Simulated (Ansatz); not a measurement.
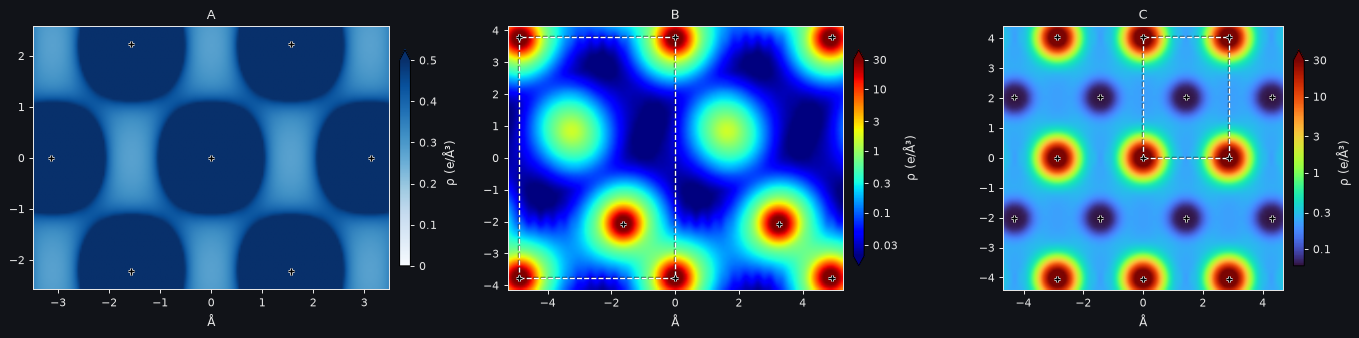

The valence electron density of 3 systems, each on a plane through atoms (crosses mark nuclei in the plane).

These are results of Kohn-Sham DFT of a periodic cell, PBE, Ansatz PAW (Ansatz 0.2.0), not measurements.

System 1: Se, the (110) plane of the conventional cell. Space group P3₁21; not relaxed (largest force 0.5 eV/Å); computed pressure about 4 GPa in this cell.

```
CELL_PARAMETERS angstrom
4.36620 0.00000 0.00000
-2.18310 3.78124 0.00000
0.00000 0.00000 4.90406
ATOMIC_POSITIONS crystal
Se 0.77460 0.77460 0.00000
Se 0.00000 0.22540 0.66667
Se 0.22540 0.00000 0.33333
```

System 2: AlNi, the (011) plane of the conventional cell. Space group P4/mmm; computed pressure about 4 GPa in this cell; the program warned that a starting moment wasn't kept; spin-polarised, but the moments vanished.

System 3: W, the (101) plane of the conventional cell. Space group I4/mmm; computed pressure about 13 GPa in this cell.

```xyz
2
Lattice="3.1330 0.0000 0.0000 0.0000 3.1330 0.0000 0.0000 0.0000 3.1647" Properties=species:S:1:pos:R:3 pbc="T T T"
W     0.0000    0.0000    0.0000
W     1.5665    1.5665    1.5823
```

Which map belongs to which system?

Answer. Panel A is system 3, W: the plane holds W. W–W (2.72 Å): ρ is about 0.42 e/Å³ halfway. Panel B is system 1, Se: the plane holds Se. Se–Se (2.36 Å): ρ is about 0.67 e/Å³ halfway. Panel C is system 2, AlNi: the plane holds Ni and Al. Al–Ni (2.49 Å): ρ at the midpoint is about 0.3 e/Å³.
